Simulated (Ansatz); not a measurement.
## Geometry relaxation, with input and output: Rh (part 2 of 2)

The same run, continued: Rh (I4/mmm, 2 atoms in the cell); DFT r2SCAN, scalar-relativistic, plane waves, PAW, no spin polarisation (Ansatz 0.2.0); cutoff 500 eV, 20×20×14 k-mesh, Gaussian smearing of 0.1 eV. The structure derives from a Materials Project entry. It belongs to a series of runs on one base structure; here: biaxial strain in the a-b plane, c and atoms relaxed: +2.0 %.

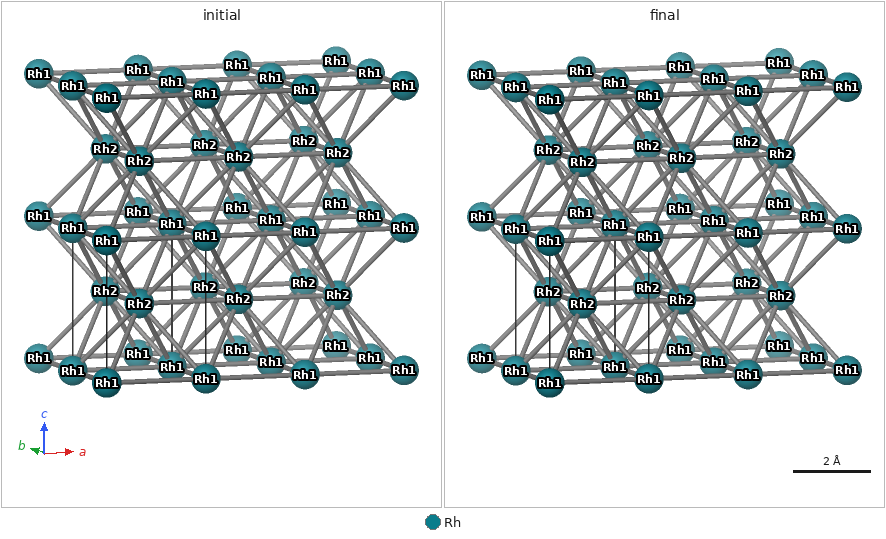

Fig. 1: Before (left) and after (right) the relaxation, at one scale (ball-and-stick view of the cell of the calculation, repeated 3 × 2 × 2, seen slightly off an axis). The atoms keep their places relative to the cell (all moves are under 0.005 Å). Cell: a = b stay at 2.741 Å, c 3.754 → 3.734 Å (−0.6 %). Volume −0.6 %. Distances before and after: Rh1–Rh2 2.698 → 2.691 Å. The space group stays I4/mmm (No. 139). Over 3 geometry steps the energy falls by 0.6 meV per atom. All forces vanish by symmetry, so only the cell relaxes. The pressure goes from −7.08 to −5.66 GPa. A last SCF at the same geometry on a re-selected plane-wave basis shifts the energy by +0.0 meV per atom. (Atoms are counted from 1 in the order of the input.)

```
basis re-selected at this cell: Δ(F+E_penalty+E_count) = +3.410e-5 eV, ΔP = -0.002 GPa vs the last step (what re-selecting the basis moved, of the pressure what is left beyond the Pulay correction that the steps carried, after the strain that the cell walked since its last selection, with what the two solves' SCF thresholds leave and, on support functions, any second-order correction that the steps lacked; it is no measure of the basis error at this ecutwfc). This SCF's stress stands 4.19e-3 GPa from its target on what of the cell is left free (relax.cell.stress_tol is 1.50e-2 GPa) and its largest allowed force component is 5.45e-30 eV/Å (relax.f_tol is 8.00e-3 eV/Å): within both
SCF converged after 5 iterations
Free energy (F): -12830.522503 eV
Harris-Foulkes:  -12830.522503 eV  (|F-HF|=1.82e-12)
Internal energy: -12830.509352 eV  (E = F + TS)
E sigma→0 (E₀):  -12830.515928 eV
Entropy (-TS):   -0.013150 eV (-6.575 meV/atom)
Fermi energy:    21.638919 eV
--- Per-component energies (eV) ---
  E_band       = -221.306526
  E_kinetic    = 1145.003896
  E_local      = -3176.837128  (includes V_loc(G=0)·N_el)
  E_nonlocal   = 710.794061
  E_hartree    = 1117.066017
  E_xc         = -433.072218
  E_vxc        = -627.435104  (∫ρ·V_xc dr)
  E_paw        = -7208.395889  (= ΣΔE_a)
  E_vpaw       = -549.424453  (= ΣTr[D̂ρ^β])
  E_aug_tail   = 0.001311  (compensation charges beyond the density's cutoff)
  E_vtau       = 42.458849  (kinetic-family band-sum trace: ∫τ·v_τ [+ j·A + Jᵃ·Aᵃ] dr)
  E_ewald      = -4984.329483
  E_core_change = -0.739919  (= ΣΔE_core)
  E_smearing   = -0.013150  (= −TS)
  E_closure    = 0.000000  (closes the sum)
  Σ components = -12830.522503   (vs F -12830.522503, Δ=0.00e0)
--- Forces (eV/Å), atoms counted from 1 ---
  atom   1  Rh     0.00000000    -0.00000000     0.00000000
  atom   2  Rh     0.00000000    -0.00000000     0.00000000
  max |Σ_I F_I| component: 2.87e-28 eV/Å
--- Stress (GPa, compression-positive) ---
       -8.483663      -0.000000       0.000000
       -0.000000      -8.483663       0.000000
        0.000000       0.000000      -0.004190
  P = ⅓ Tr σ = -5.6572 GPa (-56.572 kbar)
--- Band table (eV; the first three rows and the last of 528) ---
  k-point 0: bands = ["-59.4307", "-59.2692", "-26.7689", "-26.3998", "-26.3998", "-26.1026", "-26.1026", "-26.0785", "13.6460", "15.2949", "15.6381", "18.4528", "18.4528", "18.8422", "20.3568", "20.8276", "22.1206", "22.6784", "22.6784", "25.6810", "34.9903"]
  k-point 1: bands = ["-59.4286", "-59.2712", "-26.7609", "-26.3961", "-26.3961", "-26.1063", "-26.1063", "-26.0879", "13.7203", "15.3367", "15.6702", "18.4883", "18.4883", "18.7900", "20.3765", "20.7802", "22.0956", "22.5899", "22.5899", "25.3675", "35.2111"]
  k-point 2: bands = ["-59.4227", "-59.2772", "-26.7372", "-26.3853", "-26.3853", "-26.1175", "-26.1175", "-26.1154", "13.9394", "15.4578", "15.7656", "18.5944", "18.5944", "18.6387", "20.4350", "20.6434", "22.0224", "22.3404", "22.3404", "24.5606", "35.6940"]
  k-point 527: bands = ["-59.2855", "-59.2855", "-26.5563", "-26.5563", "-26.5563", "-26.5563", "-26.3687", "-26.3687", "16.7261", "16.7261", "17.8288", "17.8288", "17.8288", "17.8288", "20.4703", "20.4703", "22.4762", "22.4762", "31.6348", "31.6348", "31.6348"]
--- Relaxed structure (4 steps of the walk, 4 accepted, 1 SCFs on fresh bases) ---
  F+E_penalty+E_count = -12830.52250277 eV   max|allowed force component| = 5.446e-30 eV/Å   (the final SCF, on the basis selected at the relaxed cell)
  cell:  # Å, volume = 28.0450 Å³
    - [1.9379711377, 1.9379711377, 0.0]
    - [-1.9379711377, 1.9379711377, 0.0]
    - [0.0, 0.0, 3.733626860630239]
  atoms:
    - { symbol: Rh, position: [0.0, 0.0, 0.0] }
    - { symbol: Rh, position: [0.49999999999999994, 0.49999999999999994, 0.5] }
```

Trajectory as extended XYZ (Å, eV, eV/Å), 5 frames, from step=1 to step=5:
```
2
Lattice="1.9380 1.9380 0.0000 -1.9380 1.9380 0.0000 0.0000 0.0000 3.7543" Properties=species:S:1:pos:R:3:forces:R:3 step=1 energy=-12830.52139 pressure_GPa=-7.08
Rh    0.0000    0.0000    0.0000    0.0000   0.0000   0.0000
Rh    0.0000    1.9380    1.8772    0.0000   0.0000   0.0000
2
Lattice="1.9380 1.9380 0.0000 -1.9380 1.9380 0.0000 0.0000 0.0000 3.7190" Properties=species:S:1:pos:R:3:forces:R:3 step=2 energy=-12830.52199 pressure_GPa=-4.61
Rh    0.0000    0.0000    0.0000    0.0000   0.0000   0.0000
Rh    0.0000    1.9380    1.8595    0.0000   0.0000   0.0000
2
Lattice="1.9380 1.9380 0.0000 -1.9380 1.9380 0.0000 0.0000 0.0000 3.7339" Properties=species:S:1:pos:R:3:forces:R:3 step=3 energy=-12830.52254 pressure_GPa=-5.67
Rh    0.0000    0.0000    0.0000    0.0000   0.0000   0.0000
Rh    0.0000    1.9380    1.8669    0.0000   0.0000   0.0000
2
Lattice="1.9380 1.9380 0.0000 -1.9380 1.9380 0.0000 0.0000 0.0000 3.7336" Properties=species:S:1:pos:R:3:forces:R:3 step=4 energy=-12830.52254 pressure_GPa=-5.66
Rh    0.0000    0.0000    0.0000    0.0000   0.0000   0.0000
Rh    0.0000    1.9380    1.8668    0.0000   0.0000   0.0000
2
Lattice="1.9380 1.9380 0.0000 -1.9380 1.9380 0.0000 0.0000 0.0000 3.7336" Properties=species:S:1:pos:R:3:forces:R:3 step=5 energy=-12830.52250 pressure_GPa=-5.66
Rh    0.0000    0.0000    0.0000    0.0000   0.0000   0.0000
Rh    0.0000    1.9380    1.8668    0.0000   0.0000   0.0000
```

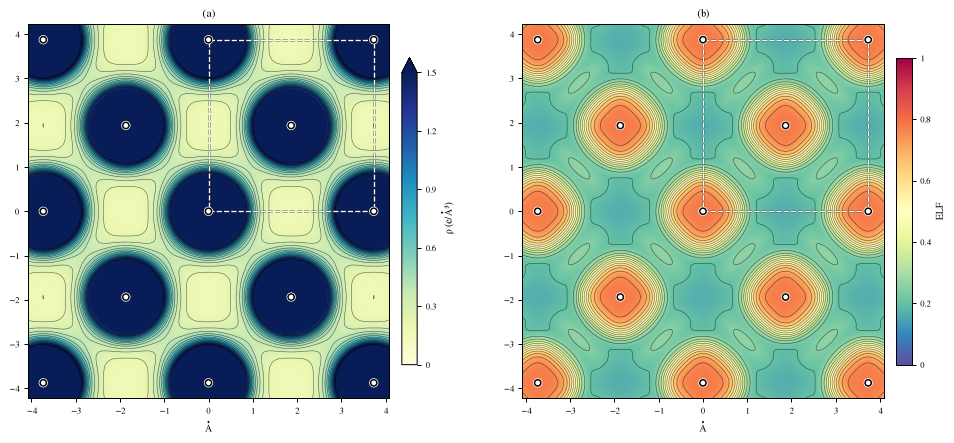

Fig. 2: (a) valence pseudo-density; (b) ELF on the (110) plane of the conventional cell. Circles mark the nuclei in the plane (Rh). The section cuts through Rh sites. Rh–Rh (2.69 Å): the density is about 0.36 e/Å³ at the midpoint; the ELF is about 0.25 at the midpoint (no localised pair between them). Away from the nuclei the density in this plane falls to 0.15 e/Å³ at its lowest. The strong features right at Rh lie inside the PAW spheres (semicore, d or f shells) and say nothing about bonding. Core electrons are frozen (PAW), so the fields are smoothed inside the atomic spheres.

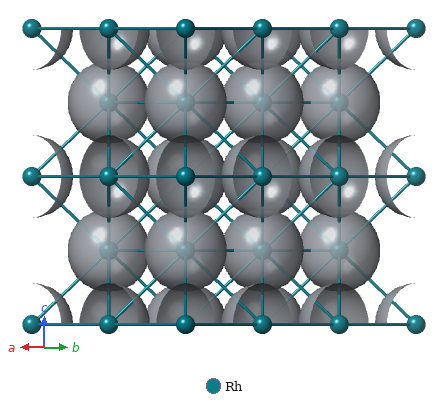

Fig. 3: Isosurface of the valence electron density at 0.6 e/Å³ (grey), seen along [110]. Sticks mark near contacts. The outline is the cell set on symmetry axes. At this value the density breaks into separate islands; it holds about 80 % of the electrons treated as valence (semicore included). It is pinched off along the Rh–Rh (2.69 Å) and Rh–Rh (2.74 Å) contacts. On the grid the lowest density along these lines, outside the cores, is 0.36 e/Å³ (Rh–Rh, 2.69 Å) and 0.33 e/Å³ (Rh–Rh, 2.74 Å).

This output came from the following input.

Input:
```yaml
crystal:
  lattice:
    - [1.9379711377, 1.9379711377, 0.0]
    - [-1.9379711377, 1.9379711377, 0.0]
    - [0.0, 0.0, 3.7543440864]
  atoms:
    - { symbol: Rh, position: [0.0, 0.0, 0.0] }
    - { symbol: Rh, position: [0.5, 0.5, 0.5] }
basis:
  ecutwfc: 500
kpoints:
  mp_grid: { grid: [20, 20, 14] }
hamiltonian:
  xc: r2scan
scf:
  occupations: { method: gaussian, width: 0.1 }
output:
  forces: true
  stress: true
  eigenvalues: true
  write_density: true
  write_potential: true
  elf: true
  volumetric_format: npy
relax:
  adjacent_minimum: "off"
  f_tol: 0.008
  max_steps: 40
  cell: { stress_tol: 0.015, fix: [a, b, gamma] }
```

Command:
```bash
ansatz run input.yaml --threads 1 --pin off --max-ram 2560MiB --backend cpu --events-out ev --progress --plain --runs-dir out
```

Results in brief:

```json
{"quantity": "outcome", "value": "converged"}
{"quantity": "space group (tolerance 0.01 Å)", "value": "I4/mmm (139)"}
{"quantity": "electrons treated", "value": "34"}
{"quantity": "free energy", "value": "−12830.5225 eV"}
{"quantity": "Fermi energy", "value": "21.639 eV"}
{"quantity": "gap on the k-point mesh", "value": "none (metallic)"}
{"quantity": "pressure", "value": "−5.66 GPa"}
{"quantity": "final volume", "value": "28.05 Å³"}
{"quantity": "largest force (length of the vector) at the end", "value": "under 0.001 eV/Å"}
{"quantity": "final cell", "value": "a = 2.741 Å, b = 2.741 Å, c = 3.734 Å, α = 90.00°, β = 90.00°, γ = 90.00°"}
{"quantity": "hardware", "value": "1 thread of AMD EPYC (Zen 3), 189 GiB of memory available, shared host"}
{"quantity": "wall time", "value": "5.3 min"}
{"quantity": "peak memory", "value": "0.67 GiB"}
```
